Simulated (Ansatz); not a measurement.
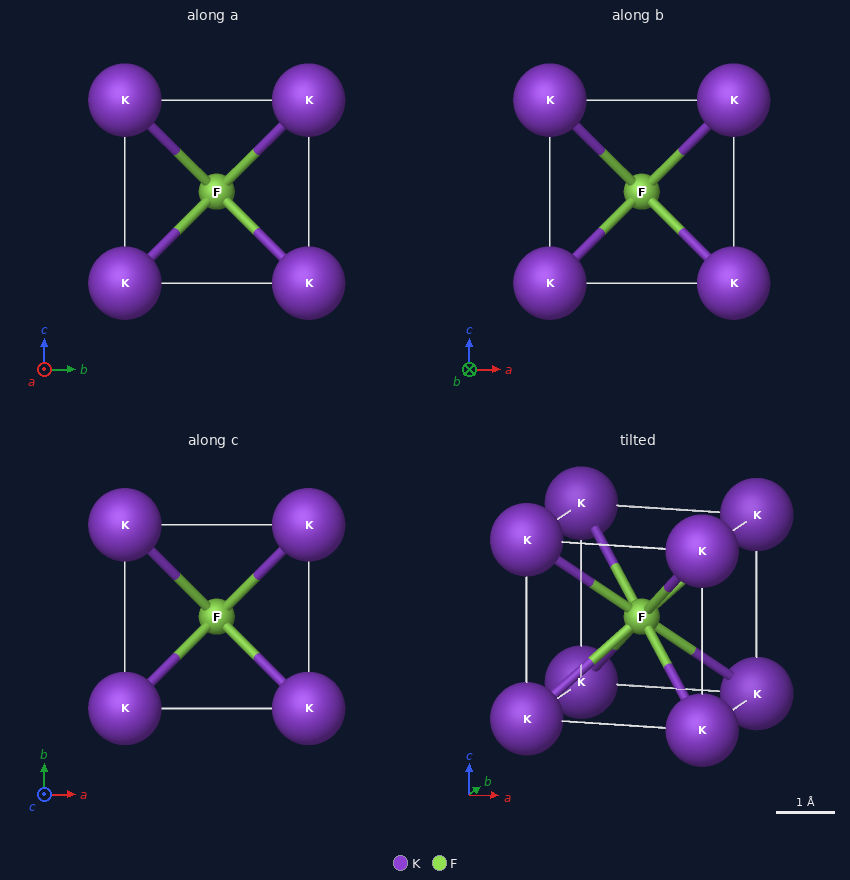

View along the a axis, along the b axis, along the c axis and slightly off an axis, drawn as a ball-and-stick model. The unit cell is outlined; an atom on or near a face, edge or corner is repeated at each equivalent position.

Lattice parameters: a = 3.1789 Å, b = 3.1789 Å, c = 3.1674 Å, α = 90.000°, β = 90.000°, γ = 90.000°.

### From the views, write a CIF in P1 with every atom of the cell.

```cif
data_structure
_symmetry_space_group_name_H-M 'P 1'
_symmetry_Int_Tables_number 1
_cell_length_a 3.1789
_cell_length_b 3.1789
_cell_length_c 3.1674
_cell_angle_alpha 90.000
_cell_angle_beta 90.000
_cell_angle_gamma 90.000
_cell_volume 32.01
loop_
_atom_site_label
_atom_site_type_symbol
_atom_site_fract_x
_atom_site_fract_y
_atom_site_fract_z
_atom_site_occupancy
K1 K 0.0000 0.0000 0.0000 1
F1 F 0.5000 0.5000 0.5000 1
```

It derives from a structure type filled with these elements by a generator (whether the compound takes this form wasn't checked). The cell was then strained or its atoms displaced on purpose. It was run through Ansatz as a DFT input.
